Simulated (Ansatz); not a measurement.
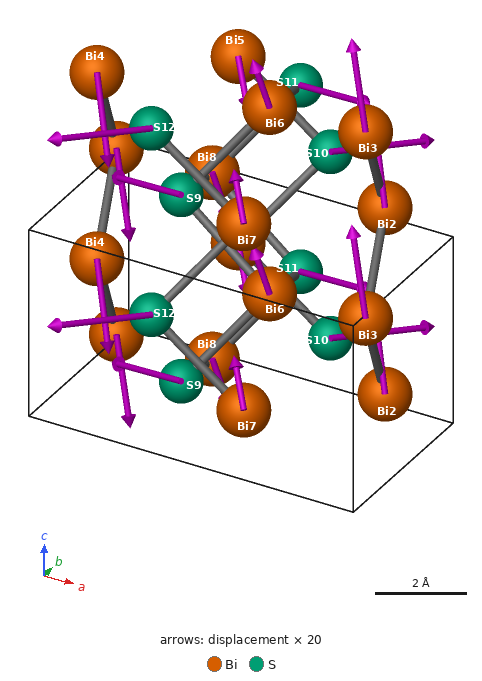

This is a relaxation of a crystal of Bi$_{2}$S (set up in P2_1/c). The starting structure is drawn; purple arrows show the displacements (the part carried along by the change of the cell is left out), 20 times their true length.

A ball-and-stick model of the cell of the calculation, repeated 1 × 1 × 2 with one cell outlined, seen slightly off an axis.

These are results of DFT PBE, scalar-relativistic, plane waves, PAW in Ansatz, not measurements.

The input:
```yaml
crystal:
  lattice:
    - [7.52570391, 0.0, 0.0]
    - [0.0, 11.88472462, 0.0]
    - [-1.06266952, 0.0, 4.03063488]
  atoms:
    - { symbol: Bi, position: [0.00905398, 0.84745097, 0.037229] }
    - { symbol: Bi, position: [0.99094602, 0.34745097, 0.462771] }
    - { symbol: Bi, position: [0.99094602, 0.15254903, 0.962771] }
    - { symbol: Bi, position: [0.00905398, 0.65254903, 0.537229] }
    - { symbol: Bi, position: [0.37464799, 0.87910998, 0.70282799] }
    - { symbol: Bi, position: [0.62535201, 0.37910998, 0.79717201] }
    - { symbol: Bi, position: [0.62535201, 0.12089002, 0.29717201] }
    - { symbol: Bi, position: [0.37464799, 0.62089002, 0.20282799] }
    - { symbol: S, position: [0.34694399, 0.39966199, 0.175143] }
    - { symbol: S, position: [0.65305601, 0.89966199, 0.324857] }
    - { symbol: S, position: [0.65305601, 0.60033801, 0.824857] }
    - { symbol: S, position: [0.34694399, 0.10033801, 0.675143] }
basis:
  ecutwfc: 420
kpoints:
  mp_grid: { grid: [6, 4, 10] }
hamiltonian:
  xc: pbe
scf:
  occupations: { method: gaussian, width: 0.1 }
output:
  forces: true
  stress: true
  eigenvalues: true
  write_density: true
  write_potential: true
  elf: true
  volumetric_format: npy
relax:
  adjacent_minimum: "off"
  f_tol: 0.01
  max_steps: 80
  cell: { stress_tol: 0.05 }
```

Run as
```bash
ansatz run input.yaml --threads 4 --pin off --max-ram 8192MiB --backend cpu --events-out ev --progress --plain --runs-dir out
```

What happened in the run?

Answer. The largest moves relative to the cell, 0.14 Å, are those of S9, S10, S11 and S12. S10 goes along [3 2 1]. Largest moves by element: S 0.14 Å, Bi 0.11 Å. Cell: a 7.526 → 7.440 Å (−1.1 %), b 11.885 → 12.078 Å (+1.6 %), c 4.168 → 4.188 Å (+0.5 %), β 104.8° → 105.9°. Volume +0.4 %. Near-neighbour distances that change, for instance: Bi5–S10 2.899 → 2.971 Å, Bi1–Bi4 3.116 → 3.159 Å, Bi5–S10 (another image) 2.935 → 2.972 Å, Bi5–S12 2.638 → 2.608 Å. The space group stays P2_1/c (No. 14). The energy falls by 42.0 meV per cell of the calculation in 7 accepted moves (8 points after the start). The largest force component goes from 0.1 to 0.0038 eV/Å. Pressure: 0.22 GPa at the start and −0.02 GPa at the end. At 1 point the geometry stayed and the basis and grid were re-selected for the new cell (energy shift of 0.2 meV per cell of the calculation at most each time).
